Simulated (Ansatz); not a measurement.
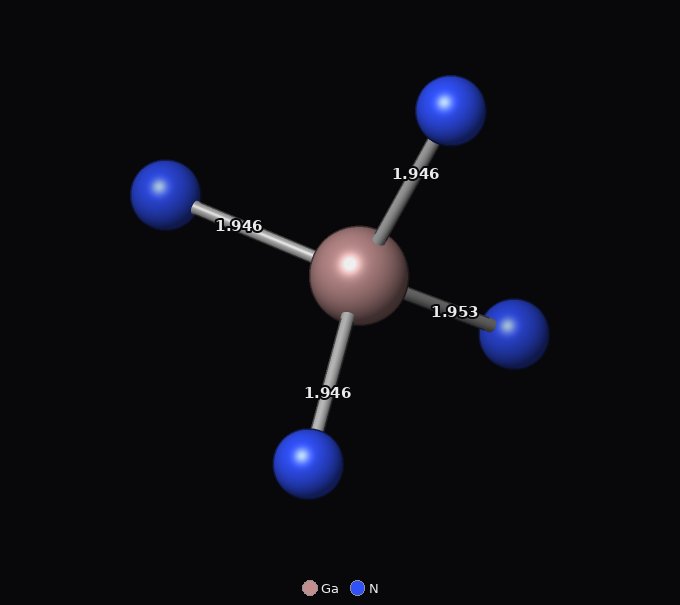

The surroundings of site Ga1 (at 0.667, 0.333, 0.499) in GaN (P6_3mc, No. 186), with bond lengths in Å.

Origin of the cell: the end point of a relaxation with Ansatz 0.2.0, DFT r2SCAN, scalar-relativistic, plane waves, PAW.

```xyz
4
Lattice="3.1831 0.0000 0.0000 -1.5915 2.7566 0.0000 0.0000 0.0000 5.1836" Properties=species:S:1:pos:R:3 pbc="T T T"
Ga    1.5915    0.9189    2.5872
Ga    0.0000    1.8378    5.1790
N     1.5915    0.9189    4.5403
N     0.0000    1.8378    1.9485
```

Bond valence s = exp((R0 − d)/b), R0 fitted to published crystal structures with b = 0.37 Å; R0 in Å: Ga3+–N 1.897.

Question: Calculate the bond-valence sum of Ga1 from the bonds drawn.

Answer: 3 × 0.876 + 1 × 0.860 = 3.49 v.u., against a formal valence of 3: overbonded (bonds short for this ion) by 0.49.

Question: And over the whole structure?

Answer:
```
site              x, y, z  formal valence  bond-valence sum  difference
 Ga1  0.667, 0.333, 0.499              +3              3.59        0.59
  N1  0.667, 0.333, 0.876              −3              3.59        0.59
```

These sums include all anions within 5 Å. The global instability index (root mean square of the differences over all atoms) is 0.59 v.u.: above 0.2, which by the usual rule of thumb marks a strained structure.
